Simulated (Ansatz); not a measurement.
Molecular dynamics, with input and output: CH10O6 (part 2 of 2)

The same run, continued: CH10O6 (disordered cell, 17 atoms in the cell); DFT LDA, scalar-relativistic, plane waves, PAW, no spin polarisation (Ansatz 0.2.0); cutoff 420 eV, 1×1×1 k-mesh, Fermi–Dirac smearing of 0.02 eV. It belongs to a series of runs on one base structure; here: dynamics from the start.

Geometry of the input (Å; fractional positions):
```
6.1963  0.0000  0.0000
0.0000  6.1963  0.0000
0.0000  0.0000  6.1963
O  0.3721  0.0682  1.0092
H  0.4909  0.1534  0.9257
H  0.2398  0.1471  0.9778
O  0.6589  0.5893  0.5380
H  0.5699  0.7207  0.5310
H  0.5794  0.4835  0.4440
O  0.6665  0.2745  0.8193
H  0.6458  0.4133  0.7350
H  0.7385  0.1795  0.7172
O  0.3823  0.2800  0.3981
H  0.3471  0.1585  0.4955
H  0.3815  0.2016  0.2560
O  0.2494  0.7042  0.8647
C  0.2197  0.7225  0.6576
O  0.2741  0.8807  0.5516
H  0.3119  0.8489  0.9248
H  0.1611  0.5701  0.5769
```

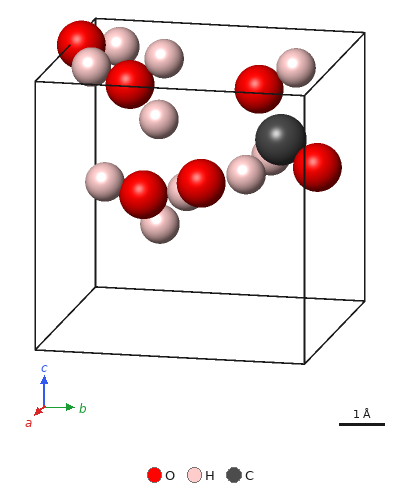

**Figure 1.** The geometry at step 164 of the log (spheres-only view of the cell of the calculation, seen slightly off an axis).

```
SCF converged after 9 iterations
Free energy (F): -3728.625806 eV
Harris-Foulkes:  -3728.625806 eV  (|F-HF|=4.64e-9)
Internal energy: -3728.625806 eV  (E = F + TS)
E sigma→0 (E₀):  -3728.625806 eV
Fermi energy:    -1.124396 eV
--- Per-component energies (eV) ---
  E_band       = -532.480051
  E_kinetic    = 1262.088263
  E_local      = -4501.513746  (includes V_loc(G=0)·N_el)
  E_nonlocal   = 346.506927
  E_hartree    = 1658.139111
  E_xc         = -558.525563
  E_vxc        = -717.776049  (∫ρ·V_xc dr)
  E_paw        = -982.510406  (= ΣΔE_a)
  E_vpaw       = -238.066566  (= ΣTr[D̂ρ^β])
  E_aug_tail   = 0.003320  (compensation charges beyond the density's cutoff)
  E_ewald      = -953.458073
  E_core_change = 0.644361  (= ΣΔE_core)
  E_smearing   = -0.000000  (= −TS)
  E_closure    = -0.000000  (closes the sum)
  Σ components = -3728.625806   (vs F -3728.625806, Δ=0.00e0)
--- Forces (eV/Å), atoms counted from 1 ---
  atom   1  O      3.25814812    -2.07867027     3.04826057
  atom   2  H     -2.63929984    -0.12560984    -0.49617727
  atom   3  H     -0.66933776     2.81461521    -2.71833115
  atom   4  O     -1.56586828    -1.20172167    -0.10339259
  atom   5  H      0.06508044     0.58105740     0.14485502
  atom   6  H      0.94744597     0.65255711     0.23941785
  atom   7  O     -0.57605655    -2.02407819     1.97400126
  atom   8  H      0.76082566     1.43504026    -1.66468380
  atom   9  H      0.01033683     0.58834790    -0.33231685
  atom  10  O     -0.29909327     0.39849537     0.50901401
  atom  11  H     -0.80160043    -0.62136654     0.51438039
  atom  12  H      1.11407649     0.00860952    -1.38426402
  atom  13  O     -1.83643376    -2.17156616    -2.84341653
  atom  14  C      2.57852604     4.06956088    -1.39239151
  atom  15  O     -2.57639696    -3.29912067     2.87127841
  atom  16  H      2.06580181     1.56088847     1.43583782
  atom  17  H      0.16377942    -0.58686806     0.19794925
  max |Σ_I F_I| component: 1.71e-4 eV/Å
--- MD trajectory: 300 steps, t = 0.0 → 225.0 fs ---
  final state: T = 552.6 K   F+E_penalty+E_count = -3728.62580566 eV   E_kin = 1.214404 eV
```

**Trajectory as extended XYZ (Å, eV, eV/Å), 12 of the 301 frames kept, from step=0 to step=300**
```
17
Lattice="6.1963 0.0000 0.0000 0.0000 6.1963 0.0000 0.0000 0.0000 6.1963" Properties=species:S:1:pos:R:3:forces:R:3 step=0 time_fs=0.0 energy=-3730.96540 temperature=658.8
O     2.3058    0.4226    6.2533   -0.0856   0.1566   0.1843
H     3.0417    0.9506    5.7358    0.1035   0.0376  -0.0620
H     1.4857    0.9112    6.0586   -0.1226   0.0350  -0.0667
O     4.0827    3.6516    3.3337   -0.2815  -0.1634  -0.1278
H     3.5314    4.4656    3.2900    0.1216  -0.1989  -0.0101
H     3.5900    2.9960    2.7510   -0.1533   0.0045   0.2286
O     4.1298    1.7006    5.0766    0.0201  -0.0979  -0.0113
H     4.0015    2.5606    4.5544    0.0583   0.1274  -0.0524
H     4.5762    1.1123    4.4442    0.0015  -0.0003  -0.0287
O     2.3685    1.7349    2.4666    0.0814  -0.3316  -0.3565
H     2.1508    0.9823    3.0702    0.0755   0.0997   0.0565
H     2.3637    1.2494    1.5861    0.1459   0.2993   0.2693
O     1.5452    4.3634    5.3581   -0.4070  -0.1806  -0.4583
C     1.3611    4.4766    4.0744    0.8359  -0.0921   0.1613
O     1.6984    5.4569    3.4177   -0.2948  -0.0688   0.0580
H     1.9325    5.2599    5.7305    0.0349   0.0809   0.0388
H     0.9983    3.5327    3.5748   -0.1337   0.2927   0.1771
17
Lattice="6.1963 0.0000 0.0000 0.0000 6.1963 0.0000 0.0000 0.0000 6.1963" Properties=species:S:1:pos:R:3:forces:R:3 step=27 time_fs=20.2 energy=-3730.42258 temperature=568.2
O     2.3092    0.4401    6.3366   -0.6588   1.2800  -1.1103
H     3.1395    0.9885    6.0260   -0.5119  -0.4591  -0.3299
H     1.5810    0.9044    5.7753    1.3709  -0.9778   1.2156
O     4.0835    3.5916    3.2653    0.5671   2.4060   0.1925
H     3.8302    4.5070    2.9014    0.4251  -1.8292   0.7170
H     3.4747    2.9341    2.8798   -1.0194  -0.9221  -0.6650
O     4.2196    1.6837    5.2022    1.1899  -1.9937   0.1275
H     4.3820    2.4845    4.6715   -0.1314   0.8685  -0.6375
H     4.8787    0.9785    4.9100   -0.9949   1.2632   0.3226
O     2.3817    1.7440    2.4953    0.5714  -0.7015  -0.9798
H     2.3697    0.9772    3.1135   -0.3171   0.1608   0.0683
H     2.4688    1.2444    1.5912   -0.5761   0.7500   1.0041
O     1.4765    4.2861    5.3477    0.6589   0.5807  -1.2494
C     1.3243    4.5121    4.0267   -0.1950  -0.7975   1.5159
O     1.4429    5.5844    3.4738    0.1987  -0.2389   0.1507
H     1.9939    5.0723    5.7825   -0.7205  -0.0657  -0.3072
H     1.0190    3.5310    3.5276    0.1430   0.6764  -0.0352
17
Lattice="6.1963 0.0000 0.0000 0.0000 6.1963 0.0000 0.0000 0.0000 6.1963" Properties=species:S:1:pos:R:3:forces:R:3 step=55 time_fs=41.2 energy=-3729.75886 temperature=475.5
O     2.3040    0.3808    6.3091    0.1010   0.6289  -2.0194
H     3.1775    0.6582    5.6975   -1.4577   0.0322   1.6187
H     1.5410    0.7221    5.7409    1.1917  -0.2354   0.7294
O     4.0915    3.6339    3.2505    0.4322  -0.1387   0.6001
H     4.3272    4.4918    2.9125    0.8352   1.1300   0.0197
H     3.2510    3.5174    2.8035   -0.9629  -1.2154  -0.4098
O     4.3507    1.7723    5.3644    0.1463  -0.4330  -0.6214
H     4.0954    2.2967    4.5543    0.2093   0.2155   0.1435
H     5.2746    1.4920    5.1679   -0.6523   0.1366   0.1093
O     2.4203    1.8298    2.6466   -1.4742  -0.9828  -1.6703
H     2.0022    1.2786    3.3418    0.1570  -0.1884  -0.1738
H     2.0381    1.3671    1.7868    1.3235   0.8926   1.5194
O     1.5024    4.2523    5.2812   -0.2639   0.8245   0.8745
C     1.3727    4.5146    4.0039    0.2209  -0.1641   1.3484
O     1.4523    5.6102    3.4887   -0.3620  -0.0879  -0.1441
H     1.6524    5.1119    5.8762    0.5964  -0.6443  -0.9069
H     1.2019    3.5086    3.5497   -0.0407   0.2295  -1.0174
17
Lattice="6.1963 0.0000 0.0000 0.0000 6.1963 0.0000 0.0000 0.0000 6.1963" Properties=species:S:1:pos:R:3:forces:R:3 step=82 time_fs=61.5 energy=-3729.85625 temperature=507.4
O     2.2257    0.2912    6.2759    3.0296   0.0380   2.1711
H     2.9661    0.9677    6.0712    0.5250  -1.0601   0.0579
H     1.6214    0.6431    5.6918   -3.0740   1.1345  -2.4671
O     4.1828    3.5547    3.3748    0.0169   0.4008  -0.9553
H     4.7008    4.1294    2.7925    0.6830   0.5430   0.4297
H     3.6167    3.1638    2.6741   -0.6127  -0.7889   0.6236
O     4.3355    1.8718    5.3690    0.3645  -0.4770   0.6601
H     4.1372    2.2865    4.5053   -0.0294   0.5015  -0.4418
H     5.3168    1.9283    5.4106   -0.7134  -0.1078   0.1718
O     2.3975    1.8436    2.7395   -0.2351  -0.1010  -3.1951
H     2.0267    1.0421    3.1303   -0.2277  -1.1017   0.8384
H     2.3144    1.5367    1.7433    0.1963   0.6325   1.9609
O     1.5705    4.1294    5.2000    0.7383  -0.3663   2.7444
C     1.4620    4.4377    3.9993   -1.0219   1.2992  -4.0162
O     1.5399    5.5732    3.5114   -0.0026  -0.8010   0.6700
H     1.9300    4.9698    5.6305    0.2202   0.3205   0.8853
H     1.1908    3.5638    3.3583    0.1431  -0.0662  -0.1379
17
Lattice="6.1963 0.0000 0.0000 0.0000 6.1963 0.0000 0.0000 0.0000 6.1963" Properties=species:S:1:pos:R:3:forces:R:3 step=109 time_fs=81.8 energy=-3730.12429 temperature=725.7
O     2.2772    0.2944    6.2342    0.6458  -0.8779   1.6132
H     3.1568    0.6193    5.9634    1.0460   0.6815   0.0063
H     1.8447    0.4035    5.4068   -1.5274   0.4890  -1.9082
O     4.1254    3.4843    3.5444    0.8776   1.6320  -0.3470
H     4.2361    4.1332    2.8194    0.0261  -0.1385   0.5521
H     3.5797    2.7578    3.1873   -1.0281  -0.9448  -0.5640
O     4.3706    1.9231    5.4365   -2.1038  -0.9656  -1.4511
H     4.1880    2.7231    4.8362    0.8018  -0.3315   0.7938
H     4.9693    2.0896    6.1261    1.5312   0.7938   1.3856
O     2.3789    1.8301    2.8274    0.4824   1.8067  -2.0928
H     2.3508    0.9527    3.1741   -0.4567  -2.2415   0.9171
H     2.5023    1.6824    1.8468   -0.4076  -0.0491   0.5782
O     1.5317    4.0851    5.1820    0.3252   0.0464  -0.2697
C     1.4272    4.4406    3.9326    0.2641   1.0785  -1.0468
O     1.5734    5.6167    3.5463   -0.1460  -1.6033   0.5273
H     1.9649    4.8841    5.6450   -0.2688  -0.0300   0.4825
H     1.2424    3.5744    3.1988   -0.0618   0.6544   0.8234
17
Lattice="6.1963 0.0000 0.0000 0.0000 6.1963 0.0000 0.0000 0.0000 6.1963" Properties=species:S:1:pos:R:3:forces:R:3 step=136 time_fs=102.0 energy=-3729.71414 temperature=596.9
O     2.2044    0.2625    6.1003   -0.9673   0.9841  -1.0040
H     2.9541    0.8954    5.9534    1.0269  -0.1064   0.1913
H     1.6386    0.6315    5.3484    0.3022  -0.8411   0.9716
O     3.9737    3.3711    3.6303   -0.0954  -1.7254   1.0060
H     3.7229    4.1273    3.1221   -0.3903   1.0808  -0.6145
H     3.2287    2.6141    3.5261    1.0868   1.0750  -0.6592
O     4.4731    1.8956    5.6248    0.1903   1.9713   0.7699
H     4.4939    2.8362    5.1407   -0.3859  -1.9273   0.2203
H     4.7308    2.1197    6.5614   -0.2346  -0.3886  -0.9054
O     2.3765    1.6329    2.8147    0.0986   3.0058  -1.0696
H     2.2142    0.7259    3.0687   -0.5034  -1.5964   0.0870
H     1.9767    1.8371    1.9350    0.4093  -0.5413   0.5583
O     1.5266    4.1246    5.1234   -0.6321  -0.0112  -1.4097
C     1.3893    4.5274    3.8667    1.8525   0.7937   0.5045
O     1.8097    5.6621    3.5522   -1.5628  -2.9851  -0.0255
H     1.9961    4.9102    5.5976   -0.1826   0.2289   0.0476
H     1.0720    3.7243    3.0761   -0.0121   0.9832   1.3314
17
Lattice="6.1963 0.0000 0.0000 0.0000 6.1963 0.0000 0.0000 0.0000 6.1963" Properties=species:S:1:pos:R:3:forces:R:3 step=164 time_fs=123.0 energy=-3729.08426 temperature=632.2
O     2.0951    0.1444    6.0836   -0.7801   2.1011   0.2649
H     2.9572    0.5689    5.8011   -0.1924  -0.2263   0.3506
H     1.4054    0.8732    5.9230    0.9716  -1.2785   0.1375
O     3.9705    3.3199    3.4997   -1.2166   1.1014   0.2735
H     3.7234    4.2982    3.6939    0.2531  -2.0321  -0.4952
H     3.1230    2.7980    3.0859    1.4337   0.3342   0.8679
O     4.6957    1.8482    5.8731   -1.9637   2.5315  -2.2089
H     4.2427    2.4102    4.9891    1.5920  -1.4311   1.7062
H     4.6510    2.6221    6.4997    0.1097  -1.0202  -0.1892
O     2.2574    1.6106    2.7444   -0.5168   6.2735  -2.1672
H     2.3060    0.7339    3.0043   -0.3440  -3.9263   0.4925
H     1.7071    1.8646    1.9505    0.7066  -1.2196   1.1183
O     1.6187    4.1262    5.1606   -1.2916  -0.7137  -0.1611
C     1.3976    4.5787    3.9669   -0.1635   1.2229  -0.8314
O     2.0173    5.5556    3.5256   -0.6941  -1.9838   0.1756
H     1.7159    4.9964    5.7221    1.0782   0.3707   0.0148
H     0.5025    4.1481    3.3656    1.0180  -0.1033   0.6512
17
Lattice="6.1963 0.0000 0.0000 0.0000 6.1963 0.0000 0.0000 0.0000 6.1963" Properties=species:S:1:pos:R:3:forces:R:3 step=191 time_fs=143.2 energy=-3729.04196 temperature=716.1
O     2.1000    0.0875    6.2446    0.4549   1.7356  -0.7948
H     2.9128    0.6573    6.0327   -0.3880  -0.6258   0.4440
H     1.4127    0.5176    5.6555    0.5780  -0.5190   0.7971
O     4.2728    3.1473    3.5195   -2.6738   1.0027  -0.8606
H     3.5352    3.9048    3.6417    2.1379  -1.6437  -0.1165
H     3.6700    2.5231    2.9201    0.8463   0.8387   1.3015
O     4.8042    1.7638    5.9524    1.2050  -1.6901  -3.3569
H     5.0323    1.9784    4.9354   -0.9484  -0.5427   2.2141
H     4.5292    2.6301    6.1541   -0.8107   2.1920   0.9805
O     2.1789    1.7924    2.7163    0.4163   4.0727  -0.8389
H     2.2012    0.9231    3.0234   -0.4210  -3.3894   0.1962
H     1.6449    2.0074    1.9297    0.0551  -0.9776   0.2718
O     1.6551    4.1081    5.2031   -1.2565  -1.3939   1.5301
C     1.3265    4.6588    4.0995    2.7992  -0.6323  -0.5246
O     2.1391    5.3115    3.4784    0.1398   1.4191  -0.5721
H     2.1452    4.7823    5.7588    0.5015   0.8059   0.2200
H     0.4619    4.2870    3.6528   -2.6356  -0.6522  -0.8911
17
Lattice="6.1963 0.0000 0.0000 0.0000 6.1963 0.0000 0.0000 0.0000 6.1963" Properties=species:S:1:pos:R:3:forces:R:3 step=218 time_fs=163.5 energy=-3728.87596 temperature=674.9
O     2.3295    0.1981    6.4222    1.8564   0.0810   0.3694
H     3.2419    0.6290    6.2561   -0.8758  -0.3809   0.1339
H     1.8604    0.3115    5.5927   -0.3979   0.4991  -0.5779
O     4.6011    3.1132    3.5291   -0.8182  -0.1683   0.4739
H     3.6787    3.2902    3.8492    0.4089   0.5541   0.0439
H     4.3006    2.4495    2.8883    0.2185  -0.2617  -0.7952
O     4.8723    1.7339    5.8700   -1.6511   0.5912  -0.1452
H     4.8725    1.6920    4.8797    0.3548   0.2453   0.2750
H     4.2504    2.5225    5.9529    0.9784  -0.9152   0.2035
O     2.1529    1.9635    2.6933    0.7650   3.9662   1.9087
H     2.4203    1.1082    2.5548    0.2627  -3.8966  -1.0609
H     1.3651    2.2391    2.2543   -0.9607  -0.2648  -0.9584
O     1.6334    4.1037    5.3465    0.0032   0.4464  -1.8171
C     1.4335    4.6135    4.0584   -1.0653   0.4583   3.0026
O     2.2371    5.2392    3.4306    0.2263  -0.2719  -0.0422
H     2.2709    4.6948    5.8820   -0.2227   0.0499  -0.4999
H     0.2922    4.6226    3.8978    0.9175  -0.7320  -0.5142
17
Lattice="6.1963 0.0000 0.0000 0.0000 6.1963 0.0000 0.0000 0.0000 6.1963" Properties=species:S:1:pos:R:3:forces:R:3 step=245 time_fs=183.8 energy=-3729.09519 temperature=719.2
O     2.6962    0.2339    6.5676    2.6033   0.5046   1.2301
H     3.5889    0.8918    6.4788   -1.9896  -1.6361  -0.5810
H     2.1010    0.5902    5.9241   -0.8488   0.7539  -1.0192
O     4.8434    2.9995    3.4754    1.5328  -0.8260   0.0617
H     4.1363    3.6202    3.4746   -1.8193   1.5132   0.5454
H     4.7556    2.6876    2.5662    0.0845  -0.6618  -0.2700
O     4.7229    1.6878    5.8978    0.5893   1.9294   1.9652
H     4.8940    1.9590    4.9685   -0.3571   0.1614  -0.5520
H     4.8732    2.5534    6.4343   -0.2478  -1.8480  -1.3377
O     2.0900    2.0894    2.7002    4.9721  -1.1223  -0.2009
H     2.1318    1.2728    2.1834   -0.6120  -0.4629  -0.4128
H     1.2913    2.4725    2.8351   -4.1986   1.3793   0.2321
O     1.5548    4.1750    5.3908    0.5423   0.5265   1.0350
C     1.4073    4.5441    4.1444   -0.2636  -0.3453  -0.8710
O     2.2156    5.1702    3.4700   -1.2458  -0.8194   0.8953
H     2.2703    4.7257    5.8811   -0.2762   0.0193  -0.4009
H     0.3404    4.0713    3.8491    1.5349   0.9342  -0.3194
17
Lattice="6.1963 0.0000 0.0000 0.0000 6.1963 0.0000 0.0000 0.0000 6.1963" Properties=species:S:1:pos:R:3:forces:R:3 step=273 time_fs=204.8 energy=-3728.85188 temperature=602.5
O     2.7777    0.1390    6.7571    1.3926   0.1872  -0.2853
H     3.7637    0.5436    6.5360   -2.9294  -0.3828   0.0431
H     2.1394    0.7833    6.3755    0.6943  -0.2426  -0.1600
O     5.0223    3.1278    3.3457   -1.7185  -2.3277  -0.7592
H     4.2369    3.6459    3.0925   -0.2800   1.2851   0.2962
H     4.5770    2.2740    2.9789    1.1470   0.8397   0.7053
O     4.4902    1.7300    5.9456   -0.2235  -0.5210  -0.4470
H     4.4724    2.2104    5.1007   -0.0241   0.2205  -0.7175
H     5.1016    2.2068    6.4816    1.0655   0.8451   0.9552
O     1.9819    2.0572    2.7910   -0.3182   0.4846   0.7391
H     1.8455    1.4638    2.0257   -0.0316  -0.4648   0.5367
H     1.2447    2.0036    3.4665    0.8959  -0.3513  -1.3366
O     1.5225    4.2409    5.3860   -0.0816  -0.9470   3.3543
C     1.3853    4.4601    4.1638    1.9850   1.7129  -3.9303
O     2.2151    5.1655    3.5393   -2.1700  -1.5387   0.7675
H     2.2816    4.8066    5.6908    0.3865   0.6209   0.8279
H     0.4957    3.8859    3.7837    0.2100   0.5798  -0.5894
17
Lattice="6.1963 0.0000 0.0000 0.0000 6.1963 0.0000 0.0000 0.0000 6.1963" Properties=species:S:1:pos:R:3:forces:R:3 step=300 time_fs=225.0 energy=-3728.62581 temperature=552.6
O     2.7227   -0.0547    6.7230    3.2581  -2.0787   3.0483
H     3.7540    0.0759    6.7424   -2.6393  -0.1256  -0.4962
H     2.4158    0.4965    6.0667   -0.6693   2.8146  -2.7183
O     5.0601    3.2075    3.2935   -1.5659  -1.2017  -0.1034
H     4.3590    3.8475    3.0560    0.0651   0.5811   0.1449
H     4.5081    2.3823    3.1134    0.9474   0.6526   0.2394
O     4.5696    1.9551    5.9432   -0.5761  -2.0241   1.9740
H     4.7211    2.5795    5.2600    0.7608   1.4350  -1.6647
H     5.4082    1.6656    6.3466    0.0103   0.5883  -0.3323
O     1.7943    1.8535    2.7969   -0.2991   0.3985   0.5090
H     2.4552    1.3448    2.2725   -0.8016  -0.6214   0.5144
H     1.3738    1.3332    3.5391    1.1141   0.0086  -1.3843
O     1.3420    4.3310    5.4569   -1.8364  -2.1716  -2.8434
C     1.4341    4.4193    4.1321    2.5785   4.0696  -1.3924
O     2.2013    5.2691    3.5086   -2.5764  -3.2991   2.8713
H     1.8406    5.0111    5.8891    2.0658   1.5609   1.4358
H     0.6775    3.8613    3.5486    0.1638  -0.5869   0.1979
```

**Key numbers**

| quantity | value |
| --- | --- |
| outcome | finished |
| mean temperature over the second half | 743 K |
| trajectory | 300 steps, 225 fs |
| ensemble | nvt_langevin |
| temperature in the input | 700.0 K |
| time step | 0.75 fs |
| electrons treated | 50 |
| potential energy (free energy of the electrons) (last step) | −3728.6258 eV |
| Fermi energy (last step) | −1.124 eV |
| largest force (length of the vector) (last step) | 5.076 eV/Å |
| wall time | 2.4 min |
| peak memory | 0.38 GiB |

**Notes**

The k-point mesh is coarse for a cell of this size, so the results may not be converged. So short a trajectory is not equilibrated. The logged temperature at the start can lie below the typed one, since it is counted over all degrees of freedom.
